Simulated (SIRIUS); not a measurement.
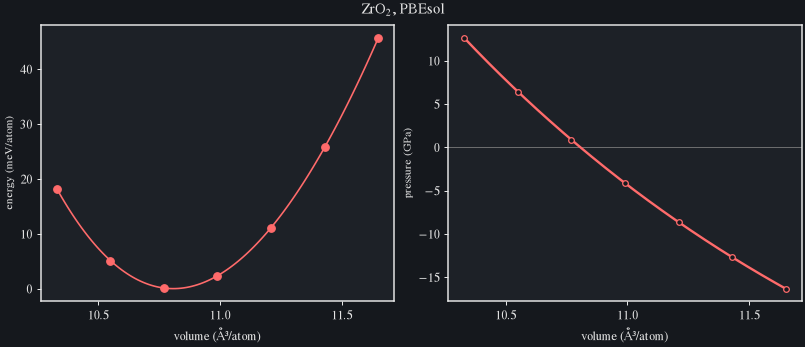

Computed with SIRIUS 7.12.0: plane-wave DFT, no spin polarisation; energies at scaled volumes of the given cell, shape and fractions fixed, counted from the fit's minimum, third-order Birch-Murnaghan fit. Level: PBEsol.

k mesh 9×9×9; occupations Fermi–Dirac; smearing width 0.05 eV; potentials dojo sr pbesol 0.4.1 standard; wave cutoff 1152 eV; density cutoff 4606 eV.

Cell as given: a = 3.599 Å, b = 3.599 Å, c = 3.599 Å, α = 60.00°, β = 60.00°, γ = 60.00°; 3 atoms.

Figure. Energy and pressure against volume for ZrO₂, space group Fm-3m (No. 225).

A third-order Birch–Murnaghan fit gives V0 = 10.81 Å³/atom, B0 = 255 GPa and B′ = 4.2. The energy is 18.15 meV/atom at volume 10.33 Å³/atom and 45.66 meV/atom at 11.65 Å³/atom; the lowest computed point is at volume 10.77 Å³/atom (0.11 meV/atom). The pressure falls from 12.62 GPa at volume 10.33 Å³/atom to −16.33 GPa at 11.65 Å³/atom, and changes sign near 10.81 Å³/atom.
